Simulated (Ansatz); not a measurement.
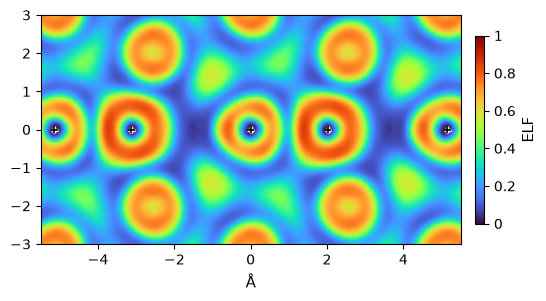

The ELF on a plane through atoms (crosses mark nuclei in the plane).

These are results of Ansatz, Kohn-Sham DFT of a periodic cell, LDA, Ansatz PAW, not measurements.

Candidates:
A. CoO, a = 3.26 Å, b = 3.26 Å, c = 5.33 Å, α = 90.00°, β = 90.00°, γ = 120.00°. Space group P6₃mc; a structure from a database of computed crystals, not necessarily the ambient phase; computed pressure about −23 GPa in this cell; the program warned that a starting moment wasn't kept; spin-polarised.
B. TaN, a = 5.15 Å, b = 5.15 Å, c = 2.87 Å, α = 90.00°, β = 90.00°, γ = 120.00°. Space group P-62m.

### Which system is this?

Candidate B: TaN on the (011) plane of the conventional cell, which holds Ta and N. Ta–N (2.03 Å): the ELF peaks at about 0.85 in the valence shell of N, 0.6 Å from its nucleus, and is about 0.30 at the midpoint.
